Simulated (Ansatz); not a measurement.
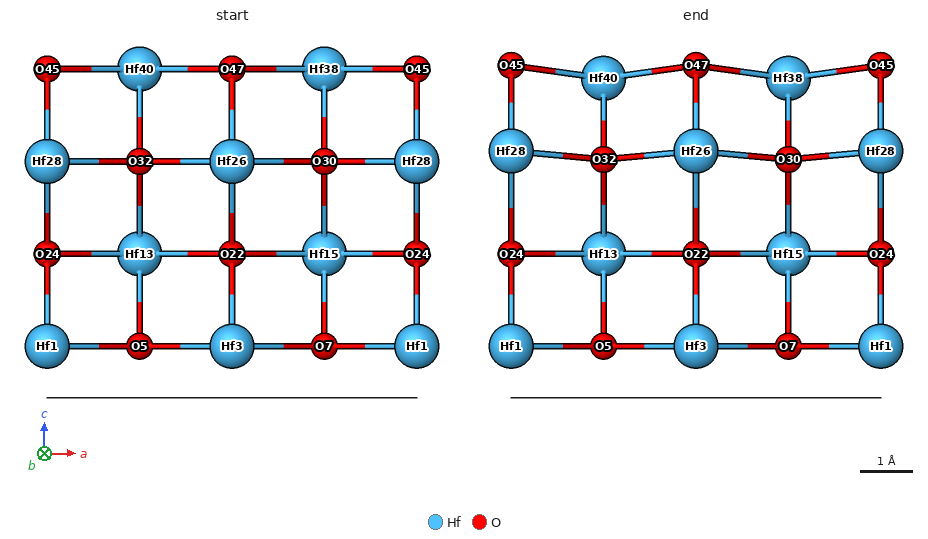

The structure of a slab of composition HfO$_{2}$ (cut from the Fm-3m phase) before (left) and after (right) a constrained relaxation, at one scale.

The picture is a ball-and-stick view of the cell of the calculation, outlined in the plane, without the vacuum (origin shifted), seen along the b axis.

Case: clean slab, lower planes held. The slab is the (1 1 0) face of HfO2. 24 atoms are held fixed.

Level of theory: DFT PBE+D3(BJ), scalar-relativistic, plane waves, PAW in Ansatz 0.2.0.

Input
```yaml
crystal:
  lattice:
    - [7.174141898, 0.0, 0.0]
    - [0.0, 10.1457687705, 0.0]
    - [0.0, 0.0, 21.3806064235]
  atoms:
    - { symbol: Hf, position: [0.25, 0.25, 0.374170865] }
    - { symbol: Hf, position: [0.25, 0.75, 0.374170865] }
    - { symbol: Hf, position: [0.75, 0.25, 0.374170865] }
    - { symbol: Hf, position: [0.75, 0.75, 0.374170865] }
    - { symbol: O, position: [0.5, 0.375, 0.374170865] }
    - { symbol: O, position: [0.5, 0.875, 0.374170865] }
    - { symbol: O, position: [0.0, 0.375, 0.374170865] }
    - { symbol: O, position: [0.0, 0.875, 0.374170865] }
    - { symbol: O, position: [0.5, 0.625, 0.374170865] }
    - { symbol: O, position: [0.5, 0.125, 0.374170865] }
    - { symbol: O, position: [0.0, 0.625, 0.374170865] }
    - { symbol: O, position: [0.0, 0.125, 0.374170865] }
    - { symbol: Hf, position: [0.5, 0.5, 0.458056955] }
    - { symbol: Hf, position: [0.5, 0.0, 0.458056955] }
    - { symbol: Hf, position: [0.0, 0.5, 0.458056955] }
    - { symbol: Hf, position: [0.0, 0.0, 0.458056955] }
    - { symbol: O, position: [0.75, 0.625, 0.458056955] }
    - { symbol: O, position: [0.75, 0.125, 0.458056955] }
    - { symbol: O, position: [0.25, 0.625, 0.458056955] }
    - { symbol: O, position: [0.25, 0.125, 0.458056955] }
    - { symbol: O, position: [0.75, 0.875, 0.458056955] }
    - { symbol: O, position: [0.75, 0.375, 0.458056955] }
    - { symbol: O, position: [0.25, 0.875, 0.458056955] }
    - { symbol: O, position: [0.25, 0.375, 0.458056955] }
    - { symbol: Hf, position: [0.75, 0.75, 0.541943045] }
    - { symbol: Hf, position: [0.75, 0.25, 0.541943045] }
    - { symbol: Hf, position: [0.25, 0.75, 0.541943045] }
    - { symbol: Hf, position: [0.25, 0.25, 0.541943045] }
    - { symbol: O, position: [0.0, 0.875, 0.541943045] }
    - { symbol: O, position: [0.0, 0.375, 0.541943045] }
    - { symbol: O, position: [0.5, 0.875, 0.541943045] }
    - { symbol: O, position: [0.5, 0.375, 0.541943045] }
    - { symbol: O, position: [0.0, 0.125, 0.541943045] }
    - { symbol: O, position: [0.0, 0.625, 0.541943045] }
    - { symbol: O, position: [0.5, 0.125, 0.541943045] }
    - { symbol: O, position: [0.5, 0.625, 0.541943045] }
    - { symbol: Hf, position: [0.0, 0.0, 0.625829135] }
    - { symbol: Hf, position: [0.0, 0.5, 0.625829135] }
    - { symbol: Hf, position: [0.5, 0.0, 0.625829135] }
    - { symbol: Hf, position: [0.5, 0.5, 0.625829135] }
    - { symbol: O, position: [0.25, 0.125, 0.625829135] }
    - { symbol: O, position: [0.25, 0.625, 0.625829135] }
    - { symbol: O, position: [0.75, 0.125, 0.625829135] }
    - { symbol: O, position: [0.75, 0.625, 0.625829135] }
    - { symbol: O, position: [0.25, 0.375, 0.625829135] }
    - { symbol: O, position: [0.25, 0.875, 0.625829135] }
    - { symbol: O, position: [0.75, 0.375, 0.625829135] }
    - { symbol: O, position: [0.75, 0.875, 0.625829135] }
basis:
  ecutwfc: 420
kpoints:
  mp_grid: { grid: [2, 2, 1] }
hamiltonian:
  xc: pbe
  dispersion: d3bj
scf:
  occupations: { method: gaussian, width: 0.05 }
output:
  forces: true
  eigenvalues: true
  write_density: true
  write_potential: true
  elf: true
  volumetric_format: npy
relax:
  adjacent_minimum: "off"
  f_tol: 0.03
  max_steps: 70
  constraints:
    - { sites: [0, 1, 2, 3, 4, 5, 6, 7, 8, 9, 10, 11, 12, 13, 14, 15, 16, 17, 18, 19, 20, 21, 22, 23] }
efield:
  axis: 3
  dipole_correction: true
  ramp_width: 0.04
```

Command:
```bash
ansatz run input.yaml --threads 8 --pin off --max-ram 20480MiB --backend cpu --events-out ev --progress --plain --runs-dir out
```

Summarise the run.

After 4 geometry steps the energy has fallen by 2.841 eV per cell of the calculation. The largest force component goes from 4.2 to 0.02 eV/Å. The largest moves, 0.20 Å, are those of Hf25, Hf26, Hf27 and Hf28. Hf27 goes along the normal (+c). Largest moves by element: Hf 0.20 Å, O 0.08 Å. The lattice vectors keep their values. Some distances before and after: Hf13–Hf40 3.587 → 3.407 Å, O17–Hf25 2.197 → 2.364 Å, O29–Hf37 2.197 → 2.030 Å, Hf25–O44 2.197 → 2.119 Å. Bond angles that change, for instance: O41–Hf39–O48 180.0° → 166.9°, O31–Hf39–O35 70.5° → 78.2°, O31–Hf39–O41 109.5° → 116.2°.
